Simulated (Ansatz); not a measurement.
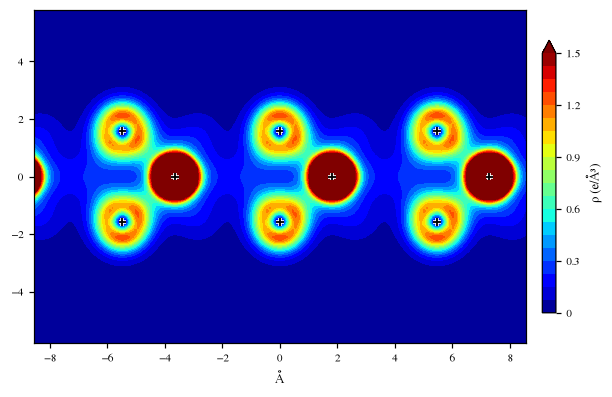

The valence pseudo-density on a plane through atoms (crosses mark nuclei in the plane).

The calculation used DFT PBE+D3(BJ), scalar-relativistic, plane waves, PAW (Ansatz).

Candidates:
A. C, a = 2.46 Å, b = 2.46 Å, c = 3.57 Å, α = 90.00°, β = 90.00°, γ = 120.00°. Space group P6/mmm; a structure from a database of computed crystals, not necessarily the ambient phase.
B. WS₂ (slab), a = 9.47 Å, b = 9.47 Å, c = 23.67 Å, α = 90.00°, β = 90.00°, γ = 120.00°. 

Question: Which system is this?

Answer: Candidate B: WS₂ on the (110) plane of the calculation cell, a cut from vacuum to vacuum, which holds S and W. W–S (2.41 Å): ρ at the midpoint is about 0.63 e/Å³.
